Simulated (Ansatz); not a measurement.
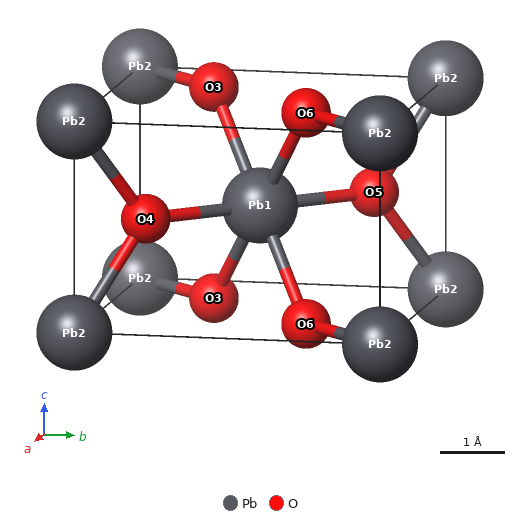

**Figure 1.** The input geometry (ball-and-stick view of the cell of the calculation, seen slightly off an axis; atoms are numbered from 1 in the order of the input). An atom can appear more than once, as a periodic image. Near neighbours in the periodic cell (some may lie outside the picture): Pb has 6 O at 2.15 to 2.16 Å; O has 3 Pb at 2.15 to 2.16 Å.

**PbO2: geometry relaxation**

The run: geometry relaxation of PbO2 (6 atoms in the cell). Method and program: DFT LDA, scalar-relativistic, plane waves, PAW, no spin polarisation (Ansatz 0.2.0).

The structure was made by swapping elements on the sites of another compound; it need not be a known phase. It belongs to a series of runs on one base structure; here: Sn -> Pb on all its sites, cell and atoms relaxed. Figures and captions count atoms from 1; the log counts them from 0 in places.

The input:
```yaml
crystal:
  lattice:
    - [4.934569816, 0.0, 0.0]
    - [0.0, 4.9366452727, 0.0]
    - [0.0, 0.0, 3.3893869458]
  atoms:
    - { symbol: Pb, position: [0.5, 0.5, 0.5] }
    - { symbol: Pb, position: [0.0, 0.0, 0.0] }
    - { symbol: O, position: [0.3069575354, 0.3078986892, 0.0] }
    - { symbol: O, position: [0.8069575354, 0.1921013108, 0.5] }
    - { symbol: O, position: [0.1930424646, 0.8078986892, 0.5] }
    - { symbol: O, position: [0.6930424646, 0.6921013108, 0.0] }
basis:
  ecutwfc: 420
kpoints:
  mp_grid: { grid: [8, 8, 10] }
hamiltonian:
  xc: lda
scf:
  occupations: { method: gaussian, width: 0.01 }
output:
  forces: true
  stress: true
  eigenvalues: true
  write_density: true
  write_potential: true
  elf: true
  volumetric_format: npy
relax:
  adjacent_minimum: "off"
  f_tol: 0.01
  max_steps: 60
  cell: { stress_tol: 0.1 }
```

Launched with:
```bash
ansatz run input.yaml --threads 2 --pin off --max-ram 5120MiB --backend cpu --events-out ev --progress --plain --runs-dir out
```

The program's output:
```
Engine: ansatz 0.2.0, x86_64-unknown-linux-gnu
Pseudopotentials: kind: paw
Pseudopotential: Pb, paw, valence charge 14, recommended cutoff 420 eV (normal), Pb.paw.azcp
Pseudopotential: O, paw, valence charge 6, recommended cutoff 420 eV (normal), O.paw.azcp
Functional definition: SPW92
  exchange = slater_x
  correlation = pw_c
Crystal: 6 atoms, lattice volume = 82.566 Å³
Basis set: ecut = 420 eV, 1611 PW (Γ)
Bands: 32, of which v1, the nominal top of the filled ones, is band 26 counted from 1 (25 counted from 0)
Symmetry: 8 space group operations
Space group: Pnnm (ITA 58), of the structure as read, at distance tolerance 4.4e-5 Å
k-points: 150 of 640
Non-local potential: Pb, projectors of the file, l = 0: 2, l = 1: 2, l = 2: 2, l = 3: 2
Non-local potential: O, projectors of the file, l = 0: 2, l = 1: 2, l = 2: 1
PAW form: soft (Blöchl's): semilocal exchange-correlation on the pseudo side does not see the compensation charge
PAW frozen core: Pb, regenerated for the run's functional, and the local potential with it (the file was generated under x = pbe(κ = 0.804, μ = 0.2195149727645171), c = pbe(β = 0.06672455060314922))
PAW frozen core: O, regenerated for the run's functional, and the local potential with it (the file was generated under x = pbe(κ = 0.804, μ = 0.2195149727645171), c = pbe(β = 0.06672455060314922))
PAW one-centre angular grid: Pb, 590 points (default); XC on 64 Gauss nodes
PAW one-centre angular grid: O, 110 points (default); XC on 64 Gauss nodes
Initial density: superposition of atomic densities (neutral atoms: chi_scale 0, normalization atom), corrected by the library's trained network
Initial wavefunctions: pseudopotential atomic-orbital guess
Functional: x = slater, c = lda
SCF iter   1: F=—  HF=-25420.830512 eV  |F-HF|=—  |Δ(HF+E_count)|=         —  Δρ=1.96e-2  dr2=2.89e-1  ethr=1.77e-3  ⟨swp⟩=7.3  Hψ=23646  notcnv=0
preconditioner: auto → Resta (q_TF=auto, 2.526 Å⁻¹)  ε∞=4.3  [insulator: Δε(μ)=0.036 eV  Ē_g=16.199 eV  σ=0.010 eV  W_gap=0.99  n_scr=18 (ndim 8)  ℏωp=29.5 eV  f_vac=0.049  D(μ)=0.03/eV (n_scr^D=0)  ε∞_Penn≈4.3]
SCF iter   2: F=—  HF=-25420.753546 eV  |F-HF|=—  |Δ(HF+E_count)|=   7.70e-2  Δρ=5.40e-3  dr2=1.15e-2  ethr=5.55e-4  ⟨swp⟩=2.9  Hψ=8344  notcnv=0  defer=262
SCF iter   3: F=—  HF=-25420.749856 eV  |F-HF|=—  |Δ(HF+E_count)|=   3.69e-3  Δρ=2.32e-3  dr2=3.60e-3  ethr=2.22e-5  ⟨swp⟩=4.0  Hψ=10088  notcnv=0  defer=262
SCF iter   4: F=—  HF=-25420.748826 eV  |F-HF|=—  |Δ(HF+E_count)|=   1.03e-3  Δρ=4.98e-4  dr2=1.68e-4  ethr=6.92e-6  ⟨swp⟩=2.4  Hψ=8387  notcnv=0  defer=262
SCF iter   5: F=—  HF=-25420.748841 eV  |F-HF|=—  |Δ(HF+E_count)|=   1.45e-5  Δρ=9.31e-5  dr2=6.11e-6  ethr=3.24e-7  ⟨swp⟩=2.2  Hψ=8469  notcnv=0  defer=262
SCF iter   6: F=—  HF=-25420.748840 eV  |F-HF|=—  |Δ(HF+E_count)|=   5.12e-7  Δρ=2.65e-5  dr2=4.26e-7  ethr=1.17e-8  ⟨swp⟩=2.8  Hψ=8776  notcnv=0  defer=262
SCF iter   7: F=-25420.748840 eV  HF=-25420.748840 eV  |F-HF|=4.98e-9  |Δ(HF+E_count)|=   7.41e-8  Δρ=4.91e-6  dr2=2.27e-8  ethr=1.92e-10  ⟨swp⟩=17.4  Hψ=41090  notcnv=0
SCF 1 converged in 7 iterations: F = -25420.748840 eV  dr2 = 2.27e-8
  greatest PAW one-centre occupation: 0.989 electrons in one spin orbital (limit 2), on the Pb atom at site 0 (counted from 0), in its partial waves of l = 2
relax step   1: F+E_penalty+E_count = -25420.74884001 eV  Δ(F+E_penalty+E_count) = +0.000e0 eV  max|allowed force component| = 4.612e-3 eV/Å  Δτ_max = 0.0000 Å  P = +0.091 GPa  Ω = 82.566 Å³  (7 SCF iters, dr2 threshold 1.00e-7 eV, accepted)
Initial density: handed on by an earlier stage of this run
Initial wavefunctions: pseudopotential atomic-orbital guess (no wavefunctions were taken with the density)
iter 1 solved again at ethr=7.25e-8 eV; its pass at ethr=3.10e-3 eV (dr2=3.77e-5 eV) is discarded
SCF iter   1: F=—  HF=-25420.748838 eV  |F-HF|=—  |Δ(HF+E_count)|=         —  Δρ=5.34e-6  dr2=2.58e-8  ethr=7.25e-8  ⟨swp⟩=4.2  Hψ=38535  notcnv=0
preconditioner: auto → Resta (q_TF=auto, 2.526 Å⁻¹)  ε∞=4.3  [insulator: Δε(μ)=0.011 eV  Ē_g=16.247 eV  σ=0.010 eV  W_gap=0.56  n_scr=18 (ndim 8)  ℏωp=29.5 eV  f_vac=0.037  D(μ)=0.67/eV (n_scr^D=0)  ε∞_Penn≈4.3]
SCF iter   2: F=—  HF=-25420.748840 eV  |F-HF|=—  |Δ(HF+E_count)|=   2.32e-6  Δρ=2.75e-6  dr2=1.02e-8  ethr=4.96e-11  ⟨swp⟩=3.7  Hψ=11288  notcnv=0
SCF iter   3: F=—  HF=-25420.748840 eV  |F-HF|=—  |Δ(HF+E_count)|=  2.98e-10  Δρ=2.01e-6  dr2=3.52e-9  ethr=1.97e-11  ⟨swp⟩=2.3  Hψ=6825  notcnv=0
SCF iter   4: F=-25420.748840 eV  HF=-25420.748840 eV  |F-HF|=5.09e-11  |Δ(HF+E_count)|=  3.31e-10  Δρ=4.19e-7  dr2=1.71e-10  ethr=1.00e-12  ⟨swp⟩=8.0  Hψ=33456  notcnv=0
SCF 2 converged in 4 iterations: F = -25420.748840 eV  dr2 = 1.71e-10
relax step   2: F+E_penalty+E_count = -25420.74884001 eV  Δ(F+E_penalty+E_count) = -3.311e-9 eV  max|allowed force component| = 4.591e-3 eV/Å  Δτ_max = 0.0000 Å  P = +0.090 GPa  Ω = 82.566 Å³  stress off target by 9.20e-2 GPa  SCF on the basis re-selected at this cell (its energy is not comparable with the rows above)  (4 SCF iters)
```

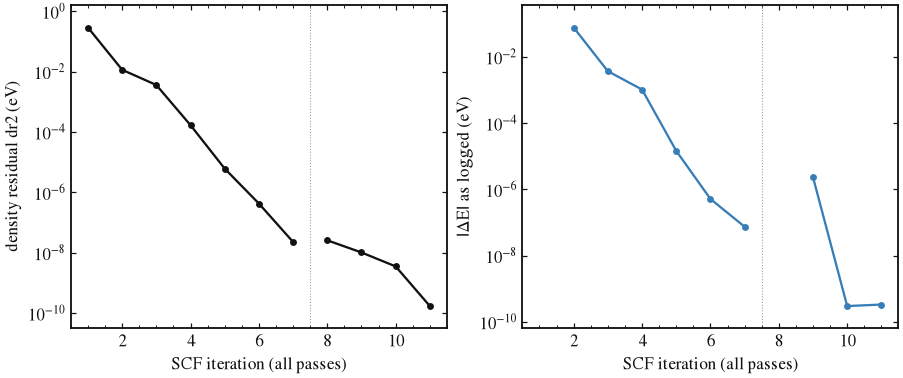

**Figure 2.** Convergence of the self-consistent field: density residual dr2 and size of the energy change against the SCF iteration. The dotted lines part the SCF passes of the relaxation: geometry steps, rejected trials and re-solves on a re-selected basis. The passes take 7 and 4 iterations.

```
basis re-selected at this cell: Δ(F+E_penalty+E_count) = -3.311e-9 eV, ΔP = -0.000 GPa vs the last step (what re-selecting the basis moved, of the pressure what is left beyond the Pulay correction that the steps carried, after the strain that the cell walked since its last selection, with what the two solves' SCF thresholds leave and, on support functions, any second-order correction that the steps lacked; it is no measure of the basis error at this ecutwfc). This SCF's stress stands 9.20e-2 GPa from its target on what of the cell is left free (relax.cell.stress_tol is 1.00e-1 GPa) and its largest allowed force component is 4.59e-3 eV/Å (relax.f_tol is 1.00e-2 eV/Å): within both
SCF converged after 4 iterations
Free energy (F): -25420.748840 eV
Harris-Foulkes:  -25420.748840 eV  (|F-HF|=5.09e-11)
Internal energy: -25420.748806 eV  (E = F + TS)
E sigma→0 (E₀):  -25420.748823 eV
Entropy (-TS):   -0.000034 eV (-0.006 meV/atom)
Fermi energy:    7.966773 eV
--- Per-component energies (eV) ---
  E_band       = -82.770242
  E_kinetic    = 1280.541491
  E_local      = -3382.491302  (includes V_loc(G=0)·N_el)
  E_nonlocal   = 919.538842
  E_hartree    = 1293.708579
  E_xc         = -718.461520
  E_vxc        = -628.883287  (∫ρ·V_xc dr)
  E_paw        = -20818.070467  (= ΣΔE_a)
  E_vpaw       = -858.903617  (= ΣTr[D̂ρ^β])
  E_aug_tail   = 0.009867  (compensation charges beyond the density's cutoff)
  E_ewald      = -3995.756554
  E_core_change = 0.232259  (= ΣΔE_core)
  E_smearing   = -0.000034  (= −TS)
  E_closure    = 0.000000  (closes the sum)
  Σ components = -25420.748840   (vs F -25420.748840, Δ=0.00e0)
--- Forces (eV/Å), atoms counted from 1 ---
  atom   1  Pb     0.00000000     0.00000000     0.00000000
  atom   2  Pb    -0.00000000     0.00000000    -0.00000000
  atom   3  O     -0.00459058    -0.00338434     0.00000000
  atom   4  O     -0.00459058     0.00338434     0.00000000
  atom   5  O      0.00459058    -0.00338434    -0.00000000
  atom   6  O      0.00459058     0.00338434    -0.00000000
  max |Σ_I F_I| component: 1.56e-17 eV/Å
--- Stress (GPa, compression-positive) ---
        0.091960       0.000000       0.000000
        0.000000       0.089771       0.000000
        0.000000       0.000000       0.089435
  P = ⅓ Tr σ = 0.0904 GPa (0.904 kbar)
--- Band table (eV; the first three rows and the last of 150) ---
  k-point 0: bands = ["-10.2994", "-10.1532", "-8.3314", "-8.3301", "-7.5514", "-7.3091", "-7.2788", "-7.2785", "-7.0702", "-6.9340", "-6.8962", "-6.8831", "-6.8828", "-4.6191", "-0.2496", "4.4233", "4.5118", "4.5246", "5.7724", "6.1065", "6.2203", "7.3195", "7.3198", "7.3328", "7.3524", "7.3534", "8.0333", "12.2722", "13.7098", "13.7143", "17.4096", "17.8084"]
  k-point 1: bands = ["-10.2168", "-10.0951", "-8.5983", "-8.5974", "-7.5297", "-7.2781", "-7.0627", "-7.0160", "-7.0159", "-6.9308", "-6.8972", "-6.8330", "-6.8328", "-4.6970", "-0.3189", "4.4206", "4.5933", "4.6054", "4.8826", "5.8145", "6.6461", "6.9387", "6.9404", "7.4177", "7.4185", "7.9625", "8.0003", "12.3583", "14.0899", "14.0942", "16.7117", "18.5030"]
  k-point 2: bands = ["-9.9913", "-9.9362", "-9.0229", "-9.0222", "-7.4601", "-7.1937", "-7.0416", "-6.9756", "-6.9754", "-6.9201", "-6.9009", "-6.3213", "-6.3212", "-4.9448", "-0.4508", "3.5378", "4.4371", "4.8018", "4.8110", "5.9404", "6.2393", "6.2433", "6.3911", "7.3973", "7.3989", "7.7637", "9.2097", "12.5081", "15.0036", "15.0072", "16.0924", "18.9205"]
  k-point 149: bands = ["-9.7133", "-9.7133", "-9.3660", "-9.3660", "-7.0768", "-7.0768", "-6.9330", "-6.9330", "-6.8784", "-6.8784", "-6.4536", "-6.4536", "-5.2055", "-5.2055", "-0.1996", "-0.1996", "3.8197", "3.8197", "5.9241", "5.9241", "6.0952", "6.0952", "7.2435", "7.2435", "7.4072", "7.4072", "10.8656", "10.8656", "16.1590", "16.1590", "17.7321", "17.7321"]
--- Relaxed structure (1 steps of the walk, 1 accepted, 1 SCFs on fresh bases) ---
  F+E_penalty+E_count = -25420.74884001 eV   max|allowed force component| = 4.591e-3 eV/Å   (the final SCF, on the basis selected at the relaxed cell)
  cell:  # Å, volume = 82.5662 Å³
    - [4.934569816, 0.0, 0.0]
    - [0.0, 4.9366452727, 0.0]
    - [0.0, 0.0, 3.3893869458]
  atoms:
    - { symbol: Pb, position: [0.5, 0.49999999999999994, 0.5] }
    - { symbol: Pb, position: [0.0, 0.0, 0.0] }
    - { symbol: O, position: [0.3069575354, 0.3078986892, 0.0] }
    - { symbol: O, position: [0.8069575354, 0.19210131079999998, 0.5] }
    - { symbol: O, position: [0.1930424646, 0.8078986891999999, 0.5] }
    - { symbol: O, position: [0.6930424646, 0.6921013107999999, 0.0] }
```

Trajectory as extended XYZ (Å, eV, eV/Å), 2 frames, from step=1 to step=2:
```
6
Lattice="4.9346 0.0000 0.0000 0.0000 4.9366 0.0000 0.0000 0.0000 3.3894" Properties=species:S:1:pos:R:3:forces:R:3 step=1 energy=-25420.74884 pressure_GPa=0.09
Pb    2.4673    2.4683    1.6947    0.0000   0.0000   0.0000
Pb    0.0000    0.0000    0.0000    0.0000   0.0000   0.0000
O     1.5147    1.5200    0.0000   -0.0046  -0.0034   0.0000
O     3.9820    0.9483    1.6947   -0.0046   0.0034   0.0000
O     0.9526    3.9883    1.6947    0.0046  -0.0034   0.0000
O     3.4199    3.4167    0.0000    0.0046   0.0034   0.0000
6
Lattice="4.9346 0.0000 0.0000 0.0000 4.9366 0.0000 0.0000 0.0000 3.3894" Properties=species:S:1:pos:R:3:forces:R:3 step=2 energy=-25420.74884 pressure_GPa=0.09
Pb    2.4673    2.4683    1.6947    0.0000   0.0000   0.0000
Pb    0.0000    0.0000    0.0000    0.0000   0.0000   0.0000
O     1.5147    1.5200    0.0000   -0.0046  -0.0034   0.0000
O     3.9820    0.9483    1.6947   -0.0046   0.0034   0.0000
O     0.9526    3.9883    1.6947    0.0046  -0.0034   0.0000
O     3.4199    3.4167    0.0000    0.0046   0.0034   0.0000
```

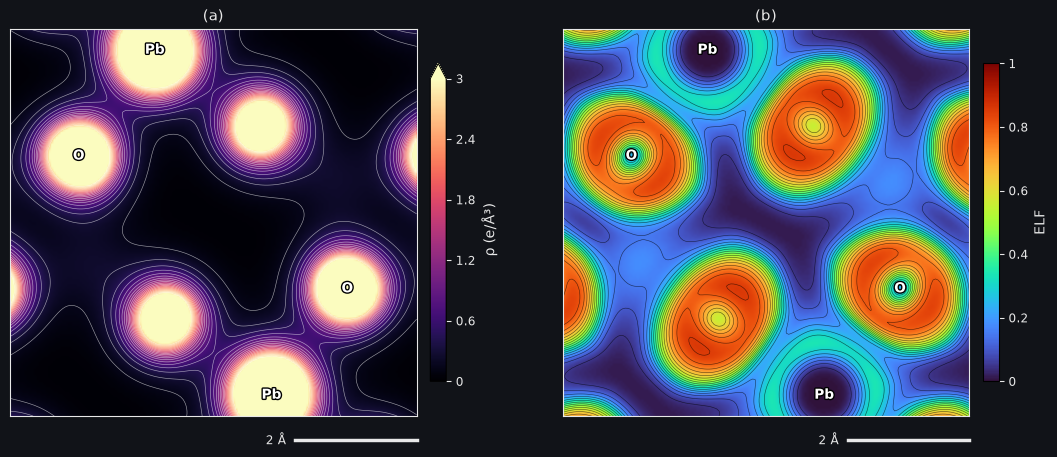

**Figure 3.** (a) valence pseudo-density; (b) ELF on the (111) plane of the conventional cell. Atoms in the plane: Pb and O. Pb–O (2.15 Å): ρ at the midpoint is about 0.66 e/Å³; the ELF peaks at about 0.80 in the valence shell of O, 0.6 Å from its nucleus, and drops to about 0.25 between the two atoms. Away from the nuclei the density in this plane falls to 0.03 e/Å³ at its lowest. In a PAW calculation such maps are meaningful between the atoms, not at the nuclei.

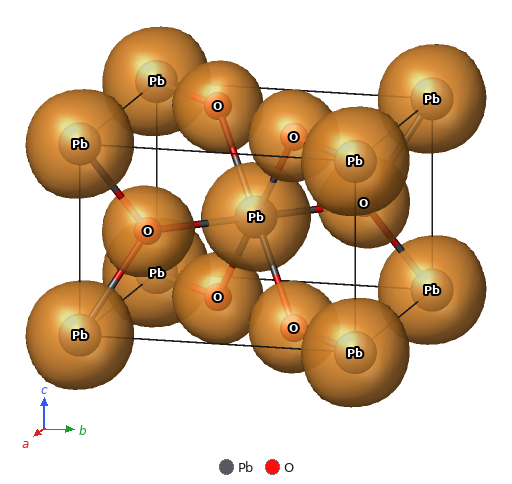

**Figure 4.** Isosurface of the valence charge density (pseudo) at 0.8 e/Å³ (orange), seen slightly off an axis. Sticks mark near contacts. The outline is the cell set on symmetry axes. At this value the density breaks into separate islands; it holds about 70 % of the electrons treated as valence (semicore included). It is pinched off along the Pb–O (2.15 Å) contacts. On the grid the lowest density along these lines, outside the cores, is 0.64 e/Å³ (Pb–O, 2.15 Å).

Summary:

| quantity | value |
| --- | --- |
| outcome | converged |
| space group (tolerance 0.01 Å) | P4₂/mnm (136) |
| electrons treated | 52 |
| free energy | −25420.7488 eV |
| Fermi energy | 7.967 eV |
| gap on the k-point mesh | 0.01 eV |
| pressure | 0.09 GPa |
| final volume | 82.57 Å³ |
| largest force (length of the vector) at the end | 0.006 eV/Å |
| final cell | a = 4.935 Å, b = 4.937 Å, c = 3.389 Å, α = 90.00°, β = 90.00°, γ = 90.00° |
| hardware | 2 threads of AMD EPYC (Zen 3), 189 GiB of memory available, shared host |
| wall time | 74 s (CPU time 1.9 min) |
| peak memory | 0.59 GiB |

Notes:

Spin–orbit coupling is left out, which matters for Pb.
